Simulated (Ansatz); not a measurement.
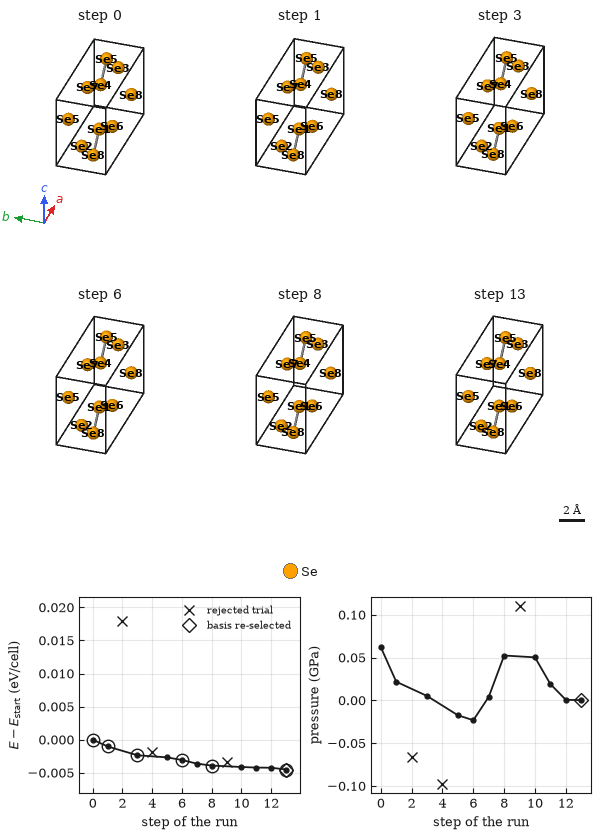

Frames of a relaxation of solid Se (a generated structure, set up in Pnma), marked on the history of the run. Style: ball-and-stick. Shown: the cell of the calculation, from a free direction.

These are results of DFT PBE, scalar-relativistic, plane waves, PAW (Ansatz), not measurements. (plane-wave cutoff 420 eV; k-point mesh 4 × 6 × 4; occupations gaussian; smearing width 0.02 eV; no spin polarisation; cell and atoms relaxed; force threshold 0.01 eV/Å; at most 80 steps)

Describe the path.

Answer. Over 9 accepted moves (13 points after the start) the energy falls by 4.5 meV per cell of the calculation. Largest force component: 0.0031 eV/Å at the start, 0.0024 eV/Å at the end. The pressure goes from 0.06 to 0.00 GPa. The line search rejected the trial steps at points 2, 4, 9 of the run. The SCF was repeated once at an unchanged geometry on a basis and grid sized afresh for the cell, which shifted the energy by 0.3 meV per cell of the calculation at most. The largest moves relative to the cell, 0.086 Å, are those of Se5, Se6, Se7 and Se8. Se6 goes roughly along −c. The volume changes by +2.5 %, with a 9.742 → 9.464 Å (−2.9 %), b 4.248 → 4.237 Å (−0.3 %), c 6.331 → 6.696 Å (+5.8 %). The space group stays Pnma (No. 62). From step 0 to 1: volume +0.7 %, energy −1.0 meV per cell of the calculation. From step 1 to 3: Se atoms move most (0.03 Å), volume +1.9 %, energy −1.3 meV per cell of the calculation. From step 3 to 6: volume −0.2 %, energy −0.7 meV per cell of the calculation. From step 6 to 8: Se atoms move most (0.03 Å), volume −0.2 %, energy −0.8 meV per cell of the calculation. From step 8 to 13: volume +0.2 %, energy −0.6 meV per cell of the calculation.

```json
{"step": "0", "E − E(0), meV/atom": "0.00", "largest force component, eV/Å": "0.0031", "pressure, GPa": "0.06", "volume, Å³/atom": "32.752", "note": ""}
{"step": "1", "E − E(0), meV/atom": "-0.13", "largest force component, eV/Å": "0.0140", "pressure, GPa": "0.02", "volume, Å³/atom": "32.995", "note": ""}
{"step": "2", "E − E(0), meV/atom": "2.25", "largest force component, eV/Å": "0.1965", "pressure, GPa": "-0.07", "volume, Å³/atom": "34.578", "note": "rejected"}
{"step": "3", "E − E(0), meV/atom": "-0.29", "largest force component, eV/Å": "0.0154", "pressure, GPa": "0.01", "volume, Å³/atom": "33.620", "note": ""}
{"step": "4", "E − E(0), meV/atom": "-0.24", "largest force component, eV/Å": "0.0296", "pressure, GPa": "-0.10", "volume, Å³/atom": "33.683", "note": "rejected"}
{"step": "5", "E − E(0), meV/atom": "-0.33", "largest force component, eV/Å": "0.0056", "pressure, GPa": "-0.02", "volume, Å³/atom": "33.580", "note": ""}
{"step": "6", "E − E(0), meV/atom": "-0.38", "largest force component, eV/Å": "0.0146", "pressure, GPa": "-0.02", "volume, Å³/atom": "33.541", "note": ""}
{"step": "7", "E − E(0), meV/atom": "-0.45", "largest force component, eV/Å": "0.0265", "pressure, GPa": "0.00", "volume, Å³/atom": "33.473", "note": ""}
{"step": "8", "E − E(0), meV/atom": "-0.49", "largest force component, eV/Å": "0.0317", "pressure, GPa": "0.05", "volume, Å³/atom": "33.484", "note": ""}
{"step": "9", "E − E(0), meV/atom": "-0.42", "largest force component, eV/Å": "0.0648", "pressure, GPa": "0.11", "volume, Å³/atom": "33.498", "note": "rejected"}
{"step": "10", "E − E(0), meV/atom": "-0.52", "largest force component, eV/Å": "0.0217", "pressure, GPa": "0.05", "volume, Å³/atom": "33.534", "note": ""}
{"step": "11", "E − E(0), meV/atom": "-0.53", "largest force component, eV/Å": "0.0087", "pressure, GPa": "0.02", "volume, Å³/atom": "33.554", "note": ""}
{"step": "12", "E − E(0), meV/atom": "-0.53", "largest force component, eV/Å": "0.0023", "pressure, GPa": "0.00", "volume, Å³/atom": "33.564", "note": ""}
{"step": "13", "E − E(0), meV/atom": "-0.56", "largest force component, eV/Å": "0.0024", "pressure, GPa": "0.00", "volume, Å³/atom": "33.564", "note": "same geometry, new basis"}
```
